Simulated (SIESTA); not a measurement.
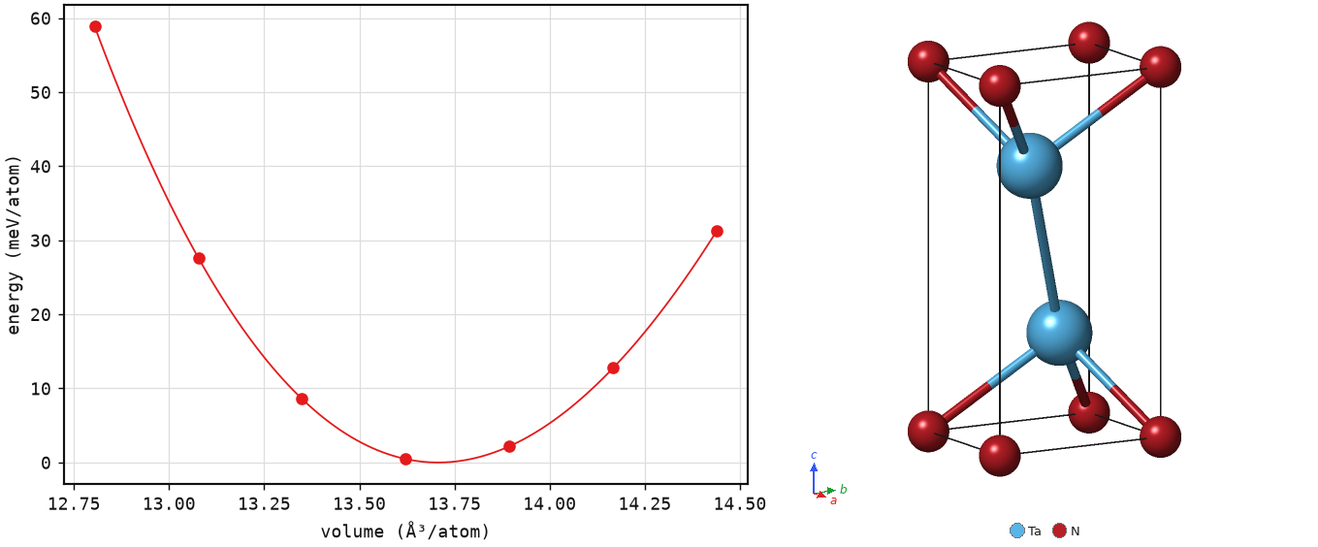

Plotted: energy against volume for Ta₂N, space group P-3m1 (No. 164). The conventional cell is drawn beside the plot.

The given structure:
```cif
data_structure
_symmetry_space_group_name_H-M 'P 1'
_symmetry_Int_Tables_number 1
_cell_length_a 3.1129
_cell_length_b 3.1129
_cell_length_c 4.8698
_cell_angle_alpha 90.000
_cell_angle_beta 90.000
_cell_angle_gamma 120.000
_cell_volume 40.87
loop_
_atom_site_label
_atom_site_type_symbol
_atom_site_fract_x
_atom_site_fract_y
_atom_site_fract_z
_atom_site_occupancy
Ta1 Ta 0.33333 0.66667 0.25471 1
Ta2 Ta 0.66667 0.33333 0.74529 1
N1 N 0.00000 0.00000 0.00000 1
```

Method: DFT in numerical atomic orbitals with pseudopotentials, no spin polarisation; energies at scaled volumes of the given cell, shape and fractions fixed, counted from the fit's minimum, third-order Birch-Murnaghan fit (SIESTA 5.4.2). Level: PBE.

k mesh 10×10×6; occupations Fermi–Dirac; smearing width 0.05 eV; potentials PseudoDojo 0.4 standard, converted to PSML, two zetas on semicore shells; program settings basis DZP, mesh cutoff 800 Ry.

From this curve and the settings, what does the calculation give for the pressure at the same points?

The pressure falls from 22.25 GPa at volume 12.80 Å³/atom to −12.98 GPa at 14.44 Å³/atom, and changes sign near 13.71 Å³/atom.

| volume (Å³/atom) | pressure (GPa) |
| --- | --- |
| 12.80 | 22.25 |
| 13.08 | 14.66 |
| 13.35 | 7.84 |
| 13.62 | 1.82 |
| 13.89 | −3.70 |
| 14.17 | −8.66 |
| 14.44 | −12.98 |

Caveats: mulliken charges of long orbitals; short basis over semicore shells; shape and atomic fractions are frozen while scaling, which makes layered, chain and framework solids too stiff.
